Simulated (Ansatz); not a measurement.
Run report: Ga26P27 (charge −3), field-gradient calculation (part 2 of 3)

Continued. System: Ga26P27 (defect cell, 53 atoms in the cell, total charge −3). Method: DFT, PBE, plane-wave PAW, default files, scalar-relativistic, no spin polarisation (Ansatz 0.2.0); cutoff 420 eV, 2×2×2 k-mesh, Fermi–Dirac smearing of 0.01 eV. The structure derives from an entry of the Crystallography Open Database. It belongs to a series of runs on one base structure; here: Ga vacancy, charge -3, host positions.

Output, continued:
```
  k-point 0: bands = ["-8.1537", "-8.1537", "-8.1537", "-8.1295", "-8.0885", "-8.0885", "-8.0885", "-8.0794", "-8.0794", "-8.0794", ... 81 levels left out ..., "-7.5045", "-7.5045", "-7.5045", "-7.4981", "-7.4981", "-7.4981", "-7.4880", "-7.4853", "-7.4853", "-7.4853", "-7.4697", "-7.4697", "-7.4615", "-7.4615", "-7.4615", "-7.4464", "-7.4464", "-7.4464", "-7.4393", "-7.4393", "-7.4387", "-7.4351", "-7.4351", "-7.4351", "-7.4303", "-7.4303", "-7.4303", "-7.4226", "-7.4226",
      "-7.4226", "-7.4221", "-7.4186", "-7.4186", "-7.4186", "-7.4161", "-7.4161", "-7.4033", "-7.4033", "-7.4033", "-5.7443", "-4.5887", "-4.5326", "-4.5326", "-4.5326", "-4.4038", "-4.4038", "-4.4038", "-4.3109", "-3.9955", "-3.9955", "-3.8646", "-3.8646", "-3.8646", "-3.5414", "-3.1394", "-3.1394", "-3.1394", "-3.0733", "-3.0733", "-3.0733", "-2.9727", "-2.9727", "-2.1537", "-2.1537", "-2.1537", "-2.1492", "0.2622", "0.2622", "0.2622",
      "0.2778", "0.2778", "0.4334", "0.4334", "0.4334", "0.6364", "0.6364", "0.6364", "1.1423", "1.4376", "1.4524", "1.4524", "1.4524", "1.4783", "1.6601", "1.6601", "1.6601", "1.7753", "1.7753", "1.9175", "1.9175", "1.9175", "2.5286", "2.5951", "2.5951", "2.5951", "2.6104", "2.6104", "2.6104", "2.9192", "2.9192", "3.2300", "3.2300", "3.2300", "4.4512", "4.4512", "4.4512", "4.4671", "4.4671", "4.4671",
      "4.5133", "4.5133", "4.5133", "4.5809", "4.5809", "4.5809", "4.7790", "4.7877", "4.7877", "4.7877", "4.8806", "4.8806", "5.0420", "5.0420", "5.0420", "5.3053", "5.3053", "5.3053", "5.5195", "5.7862", "5.7862", "5.7954", "5.7954", "5.7954", "5.8572", "5.8572", "5.8572", "6.0970", "6.0970", "6.1717", "6.1717", "6.1717", "6.5705", "6.5705", "6.5705", "7.8117", "7.8117", "7.8117", "8.3528", "8.4260",
      "8.4260", "8.4260", "8.4547", "8.5145", "8.5145", "8.5819", "8.5819", "8.5819", "8.7676", "8.8144", "8.8144", "8.8144", "9.0230", "9.2281", "9.2281", "9.2604", "9.2604", "9.2604", "9.2953", "9.2953", "9.2953", "9.4538", "9.4538", "9.4538", "9.4953", "9.9051", "9.9051", "9.9602", "9.9602", "9.9602", "10.6885", "10.6885", "10.6885", "11.4738", "11.4738", "11.4738", "11.4810", "11.4810", "11.4810", "11.4832",
      "11.4832", "11.5956", "11.6816", "11.6816", "11.6816", "11.9431", "11.9431", "12.4472", "12.4472", "12.4472", "12.5963"]
  k-point 1: bands = ["-8.1544", "-8.1537", "-8.1537", "-8.1286", "-8.0895", "-8.0874", "-8.0874", "-8.0808", "-8.0808", "-8.0790", ... 81 levels left out ..., "-7.5064", "-7.5064", "-7.5046", "-7.4980", "-7.4980", "-7.4977", "-7.4882", "-7.4857", "-7.4841", "-7.4841", "-7.4686", "-7.4686", "-7.4632", "-7.4632", "-7.4615", "-7.4463", "-7.4451", "-7.4451", "-7.4414", "-7.4414", "-7.4357", "-7.4347", "-7.4332", "-7.4332", "-7.4312", "-7.4312", "-7.4304", "-7.4270", "-7.4241",
      "-7.4239", "-7.4239", "-7.4198", "-7.4198", "-7.4149", "-7.4104", "-7.4104", "-7.4064", "-7.4064", "-7.4033", "-5.4917", "-5.2885", "-4.6557", "-4.6152", "-4.6152", "-4.4136", "-4.4136", "-4.2297", "-3.8447", "-3.8447", "-3.8255", "-3.7700", "-3.7700", "-3.7214", "-3.5655", "-3.2246", "-3.2246", "-3.1842", "-3.1000", "-3.1000", "-3.0712", "-3.0092", "-3.0092", "-2.1869", "-2.1804", "-2.1804", "-2.1300", "0.0553", "0.2399", "0.2399",
      "0.2627", "0.2627", "0.4031", "0.4693", "0.4693", "0.5188", "0.5672", "0.6186", "0.6186", "0.6928", "0.9697", "0.9893", "0.9893", "1.1310", "1.1310", "2.0650", "2.1904", "2.2943", "2.2943", "2.4561", "2.4561", "2.9009", "2.9520", "3.0177", "3.0177", "3.2912", "3.2912", "3.3741", "3.4192", "3.4239", "3.4239", "3.6928", "3.6928", "3.8539", "3.9209", "3.9209", "3.9819", "3.9948", "3.9948", "4.2323",
      "4.2425", "4.2425", "4.2480", "4.3028", "4.3028", "4.3081", "4.4255", "4.4865", "4.5016", "4.5016", "4.6480", "4.6480", "4.6540", "4.8885", "4.8885", "4.9651", "5.1473", "5.1715", "5.1715", "5.2241", "5.2442", "5.2442", "5.4543", "5.4543", "5.5653", "5.5747", "5.5747", "5.7859", "5.7859", "5.9608", "6.1696", "6.1974", "6.1974", "6.4591", "6.4591", "6.9257", "7.7212", "7.7212", "8.3933", "8.6796",
      "8.6796", "8.6954", "8.9812", "8.9812", "8.9962", "9.0999", "9.3007", "9.4661", "9.4661", "9.4838", "9.5636", "9.5636", "9.6971", "9.7383", "9.7383", "9.7927", "10.1471", "10.1471", "10.2117", "10.2334", "10.2334", "10.3085", "10.3150", "10.3150", "10.5935", "10.6621", "10.6621", "10.7163", "10.7213", "10.7213", "10.8979", "10.9796", "10.9796", "11.1144", "11.1144", "11.1470", "11.1997", "11.1997", "11.2486", "11.2639",
      "11.2639", "11.3235", "11.3235", "11.3855", "11.5113", "11.5113", "11.5701", "11.6508", "11.6874", "11.6874", "11.7157"]
  k-point 2: bands = ["-8.1548", "-8.1536", "-8.1536", "-8.1284", "-8.0898", "-8.0870", "-8.0870", "-8.0809", "-8.0809", "-8.0799", ... 81 levels left out ..., "-7.5065", "-7.5061", "-7.5061", "-7.4980", "-7.4980", "-7.4974", "-7.4913", "-7.4883", "-7.4798", "-7.4798", "-7.4714", "-7.4660", "-7.4659", "-7.4659", "-7.4590", "-7.4478", "-7.4432", "-7.4432", "-7.4428", "-7.4386", "-7.4386", "-7.4378", "-7.4322", "-7.4309", "-7.4307", "-7.4295", "-7.4295", "-7.4267", "-7.4262",
      "-7.4262", "-7.4260", "-7.4224", "-7.4156", "-7.4109", "-7.4105", "-7.4105", "-7.4075", "-7.4075", "-7.4039", "-5.3359", "-5.2987", "-4.8488", "-4.8361", "-4.8361", "-4.5598", "-3.8192", "-3.8192", "-3.8105", "-3.7433", "-3.7193", "-3.6440", "-3.6440", "-3.6156", "-3.6111", "-3.5385", "-3.5385", "-3.5178", "-3.3298", "-3.2420", "-3.2420", "-2.7423", "-2.7179", "-2.2409", "-2.1208", "-2.1208", "-2.0300", "-0.0444", "0.0683", "0.0683",
      "0.1293", "0.1663", "0.3286", "0.3665", "0.4284", "0.4284", "0.5828", "0.5828", "0.5894", "0.8738", "1.1376", "1.1768", "1.2584", "1.2584", "1.3450", "1.3628", "1.3628", "2.6449", "2.9473", "3.0128", "3.0128", "3.3099", "3.3293", "3.3293", "3.3415", "3.3658", "3.3676", "3.3774", "3.3929", "3.3929", "3.5667", "3.5667", "3.6444", "3.7169", "3.7169", "3.7273", "3.9197", "3.9200", "4.0304", "4.0304",
      "4.1453", "4.2492", "4.2950", "4.2950", "4.3156", "4.3205", "4.3205", "4.4122", "4.5288", "4.5954", "4.5954", "4.5985", "4.6545", "4.7093", "4.7093", "4.7796", "4.8562", "4.8932", "5.0323", "5.0323", "5.0503", "5.0826", "5.3086", "5.3086", "5.3201", "5.3518", "5.5605", "5.5605", "5.8266", "5.8266", "6.1136", "6.1136", "6.3398", "6.4160", "6.5144", "6.6601", "7.6202", "7.6202", "8.4078", "8.5681",
      "9.3202", "9.3497", "9.4013", "9.4013", "9.5157", "9.5388", "9.5873", "9.5873", "9.6897", "9.7593", "10.0152", "10.0152", "10.1561", "10.1561", "10.1878", "10.2026", "10.2137", "10.2355", "10.2638", "10.2638", "10.2870", "10.3175", "10.4704", "10.4851", "10.4851", "10.5293", "10.5952", "10.5976", "10.5976", "10.7113", "10.8640", "10.9821", "11.0034", "11.0615", "11.0874", "11.0874", "11.1549", "11.1982", "11.1982", "11.3442",
      "11.3540", "11.3868", "11.3868", "11.4022", "11.4822", "11.4822", "11.5576", "11.5600", "11.5600", "11.5642", "11.6086"]
--- Löwdin populations: 53 sites ---
  site symbol       q [e]
     0     Ga     13.0056
     1     Ga     13.0056
     2     Ga     13.0056
     3     Ga     12.9714
     4     Ga     13.0056
     5     Ga     13.0056
     6     Ga     13.0056
     7     Ga     13.0013
     8     Ga     13.0056
     9     Ga     12.9714
    10     Ga     13.0056
    11     Ga     12.9714
    12     Ga     12.9714
    13     Ga     12.9782
    14     Ga     13.0056
    15     Ga     12.9782
    16     Ga     12.9782
    17     Ga     13.0056
    18     Ga     13.0056
    19     Ga     13.0013
    20     Ga     13.0056
    21     Ga     12.9782
    22     Ga     12.9782
    23     Ga     13.0013
    24     Ga     12.9782
    25     Ga     13.0013
    26      P      5.2023
    27      P      5.0462
    28      P      5.2023
    29      P      5.0462
    30      P      5.0462
    31      P      5.0345
    32      P      5.2023
    33      P      5.0345
    34      P      5.0345
    35      P      5.0462
    36      P      5.0462
    37      P      5.0345
    38      P      5.0462
    39      P      5.0382
    40      P      5.0382
    41      P      5.0345
    42      P      5.0382
    43      P      5.0345
    44      P      5.2023
    45      P      5.0345
    46      P      5.0345
    47      P      5.0345
    48      P      5.0382
    49      P      5.0345
    50      P      5.0345
    51      P      5.0345
    52      P      5.0358
  spilling = 0.003116 (of n_electrons = 476.000000)
```

File populations.tsv:
```
# site	symbol	l	j	q
# orbitals = lowdin
# n_electrons = 476.000000
# spilling = 0.003116
0	Ga	0_4S	-	1.090538
0	Ga	1_4P	-	1.930975
0	Ga	2_3D	-	9.984047
1	Ga	0_4S	-	1.090538
1	Ga	1_4P	-	1.930975
1	Ga	2_3D	-	9.984047
2	Ga	0_4S	-	1.090538
2	Ga	1_4P	-	1.930975
2	Ga	2_3D	-	9.984047
3	Ga	0_4S	-	1.086280
3	Ga	1_4P	-	1.901106
3	Ga	2_3D	-	9.984038
4	Ga	0_4S	-	1.090538
4	Ga	1_4P	-	1.930975
4	Ga	2_3D	-	9.984047
5	Ga	0_4S	-	1.090538
5	Ga	1_4P	-	1.930975
5	Ga	2_3D	-	9.984047
6	Ga	0_4S	-	1.090538
6	Ga	1_4P	-	1.930975
6	Ga	2_3D	-	9.984047
7	Ga	0_4S	-	1.091707
7	Ga	1_4P	-	1.925433
7	Ga	2_3D	-	9.984183
8	Ga	0_4S	-	1.090538
8	Ga	1_4P	-	1.930975
8	Ga	2_3D	-	9.984047
9	Ga	0_4S	-	1.086280
9	Ga	1_4P	-	1.901106
9	Ga	2_3D	-	9.984038
10	Ga	0_4S	-	1.090538
10	Ga	1_4P	-	1.930975
10	Ga	2_3D	-	9.984047
11	Ga	0_4S	-	1.086280
11	Ga	1_4P	-	1.901106
11	Ga	2_3D	-	9.984038
12	Ga	0_4S	-	1.086280
12	Ga	1_4P	-	1.901106
12	Ga	2_3D	-	9.984038
13	Ga	0_4S	-	1.086454
13	Ga	1_4P	-	1.907602
13	Ga	2_3D	-	9.984193
14	Ga	0_4S	-	1.090538
14	Ga	1_4P	-	1.930975
14	Ga	2_3D	-	9.984047
15	Ga	0_4S	-	1.086454
15	Ga	1_4P	-	1.907602
15	Ga	2_3D	-	9.984193
16	Ga	0_4S	-	1.086454
16	Ga	1_4P	-	1.907602
16	Ga	2_3D	-	9.984193
17	Ga	0_4S	-	1.090538
17	Ga	1_4P	-	1.930975
17	Ga	2_3D	-	9.984047
18	Ga	0_4S	-	1.090538
18	Ga	1_4P	-	1.930975
18	Ga	2_3D	-	9.984047
19	Ga	0_4S	-	1.091707
19	Ga	1_4P	-	1.925433
19	Ga	2_3D	-	9.984183
20	Ga	0_4S	-	1.090538
20	Ga	1_4P	-	1.930975
20	Ga	2_3D	-	9.984047
21	Ga	0_4S	-	1.086454
21	Ga	1_4P	-	1.907602
21	Ga	2_3D	-	9.984193
22	Ga	0_4S	-	1.086454
22	Ga	1_4P	-	1.907602
22	Ga	2_3D	-	9.984193
23	Ga	0_4S	-	1.091707
23	Ga	1_4P	-	1.925433
23	Ga	2_3D	-	9.984183
24	Ga	0_4S	-	1.086454
24	Ga	1_4P	-	1.907602
24	Ga	2_3D	-	9.984193
25	Ga	0_4S	-	1.091707
25	Ga	1_4P	-	1.925433
25	Ga	2_3D	-	9.984183
26	P	0_3S	-	1.453507
26	P	1_3P	-	3.748770
27	P	0_3S	-	1.338977
27	P	1_3P	-	3.707249
28	P	0_3S	-	1.453507
28	P	1_3P	-	3.748770
29	P	0_3S	-	1.338977
29	P	1_3P	-	3.707249
30	P	0_3S	-	1.338977
30	P	1_3P	-	3.707249
31	P	0_3S	-	1.329116
31	P	1_3P	-	3.705411
32	P	0_3S	-	1.453507
32	P	1_3P	-	3.748770
33	P	0_3S	-	1.329116
33	P	1_3P	-	3.705411
34	P	0_3S	-	1.329116
34	P	1_3P	-	3.705411
35	P	0_3S	-	1.338977
35	P	1_3P	-	3.707249
36	P	0_3S	-	1.338977
36	P	1_3P	-	3.707249
37	P	0_3S	-	1.329116
37	P	1_3P	-	3.705411
38	P	0_3S	-	1.338977
38	P	1_3P	-	3.707249
39	P	0_3S	-	1.328820
39	P	1_3P	-	3.709395
40	P	0_3S	-	1.328820
40	P	1_3P	-	3.709395
41	P	0_3S	-	1.329116
41	P	1_3P	-	3.705411
42	P	0_3S	-	1.328820
42	P	1_3P	-	3.709395
43	P	0_3S	-	1.329116
43	P	1_3P	-	3.705411
44	P	0_3S	-	1.453507
44	P	1_3P	-	3.748770
45	P	0_3S	-	1.329116
45	P	1_3P	-	3.705411
46	P	0_3S	-	1.329116
46	P	1_3P	-	3.705411
47	P	0_3S	-	1.329116
47	P	1_3P	-	3.705411
48	P	0_3S	-	1.328820
48	P	1_3P	-	3.709395
49	P	0_3S	-	1.329116
49	P	1_3P	-	3.705411
50	P	0_3S	-	1.329116
50	P	1_3P	-	3.705411
51	P	0_3S	-	1.329116
51	P	1_3P	-	3.705411
52	P	0_3S	-	1.327435
52	P	1_3P	-	3.708367
```

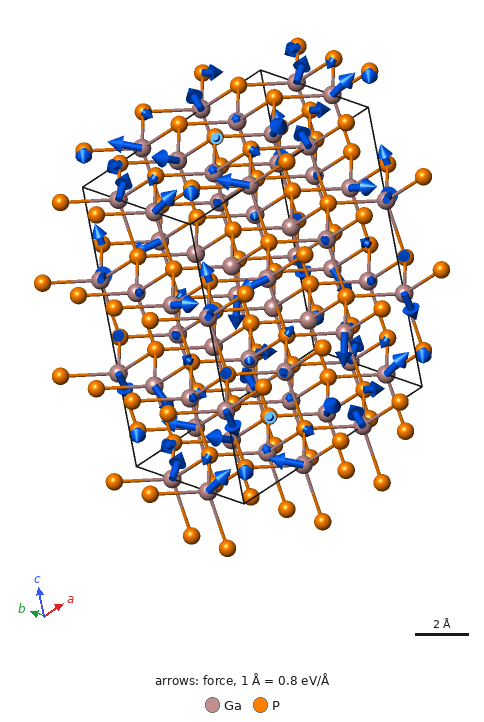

Forces on the atoms as blue arrows (ball-and-stick view of the cell of the calculation, seen slightly off an axis; bonded neighbours outside the cell are drawn too); the smallest are left out. The largest act on Ga1, Ga2, Ga3, Ga5, Ga6, Ga7 and 6 more (1.08 eV/Å); P27, P29, P33, P45 (0.68 eV/Å); P28, P30, P31, P36, P37, P39 (0.38 eV/Å). Atoms are counted from 1 in the order of the input and aren't labelled in the picture. The geometry is not a stationary point of this energy.

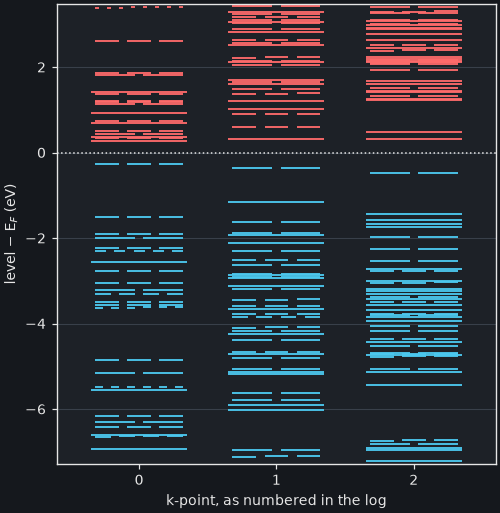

Kohn–Sham levels near the Fermi level (dotted) at the few k-points that the log prints; levels within 0.02 eV of each other stand side by side. Among these points the highest filled and lowest empty levels are 0.54 eV apart, which is the gap on the mesh.

The run was set up as follows.
